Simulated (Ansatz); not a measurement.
System: ZnO, space group P6_3mc (No. 186).

Starting cell:
```yaml
crystal:
  lattice:
    - [3.24931, 0.00000, 0.00000]
    - [-1.62465, 2.81398, 0.00000]
    - [0.00000, 0.00000, 5.20571]
  atoms:
    - { symbol: Zn, position: [0.66667, 0.33333, 0.00000] }
    - { symbol: Zn, position: [0.33333, 0.66667, 0.50000] }
    - { symbol: O, position: [0.33333, 0.66667, 0.87901] }
    - { symbol: O, position: [0.66667, 0.33333, 0.37901] }
```

Calculation (Ansatz 0.2.0): all-electron LAPW DFT, no spin polarisation; energies at scaled volumes of the given cell, shape and fractions fixed, counted from the fit's minimum, third-order Birch-Murnaghan fit. Level: LDA.

```json
{"setting": "k mesh", "value": "9×9×5"}
{"setting": "occupations", "value": "Fermi–Dirac"}
{"setting": "smearing width", "value": "0.05 eV"}
{"setting": "potentials", "value": "all electron LAPW, scalar relativistic"}
{"setting": "program settings", "value": "basis error eV/atom 0.002"}
```

Describe the result: the energy against volume. The volume takes the values 11.19, 11.42, 11.66, 11.90, 12.14, 12.38, 12.61 Å³/atom.

A third-order Birch–Murnaghan fit gives V0 = 11.34 Å³/atom, B0 = 162 GPa and B′ = 4.5. The energy is 1.01 meV/atom at volume 11.19 Å³/atom and 59.91 meV/atom at 12.61 Å³/atom; the lowest computed point is at volume 11.42 Å³/atom (0.35 meV/atom), and no other minimum shows.

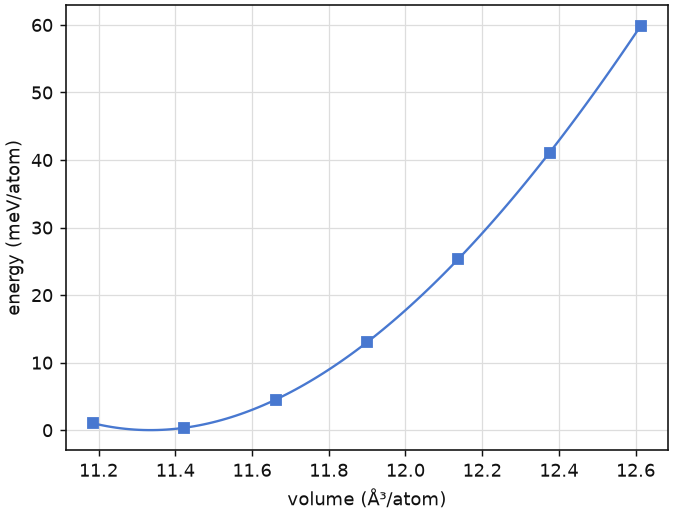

Note: shape and atomic fractions are frozen while scaling, which makes layered, chain and framework solids too stiff.
